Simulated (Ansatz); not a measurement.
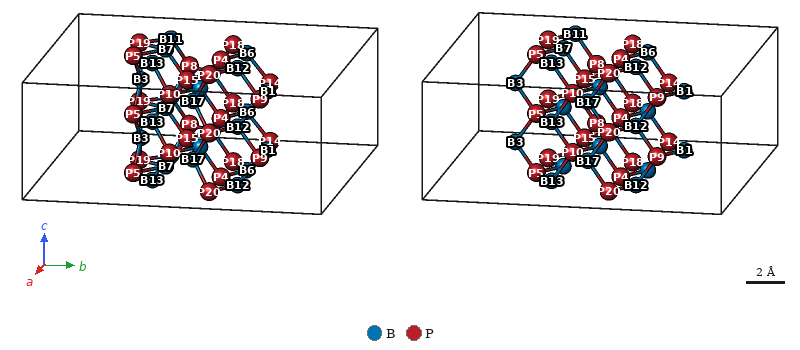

Two geometries of a wire of composition BP, drawn at one scale. One is the start of a relaxation, the other its converged end. The picture is a ball-and-stick view of the 2 repeat of the cell, with the vacuum cut short (origin shifted), seen slightly off an axis.

The calculation used DFT PBE, scalar-relativistic, plane waves, PAW in Ansatz. Set-up: plane-wave cutoff 420 eV; k-point mesh 1 × 1 × 10; occupations gaussian; smearing width 0.05 eV; collinear spin; cell relaxed at fixed a, b, alpha, beta, gamma; force threshold 0.02 eV/Å; at most 45 steps.

Which one is relaxed?

Answer. The left one is the relaxed one. Case: wire along [1 1 0], 20 atoms a period. The energy falls by 4.463 eV per cell of the calculation in 22 accepted moves (26 points after the start). Largest force component: 2.8 eV/Å at the start, 0.012 eV/Å at the end. The line search rejected the trial steps at points 6, 8, 19 of the run. The SCF was repeated once at an unchanged geometry on a basis and grid sized afresh for the cell, which shifted the energy by 1.4 meV per cell of the calculation at most. The largest move relative to the layer's centre is that of a B atom, 1.65 Å. By element the largest moves are B 1.65 Å, P 0.61 Å. Along the periodic axis the drawn cell goes c 6.432 → 6.376 Å (−0.9 %). Near-neighbour distances that change, for instance: B–P 3.771 → 2.259 Å, B–P 3.771 → 2.446 Å, B–B 3.216 → 2.077 Å, P–P 3.216 → 2.826 Å. New bonds form: B–P (3.77 → 2.26 Å). Among the angles between lasting bonds that change: P–B–P 109.5° → 171.6°, B–P–B 109.5° → 58.6°, B–P–B 109.5° → 74.3°. The program noted that the starting moments weren't kept. The run took 10 min on 4 threads of Intel(R) Xeon(R) 6975P-C (Granite Rapids), on a shared host, peak memory 2.1 GiB.
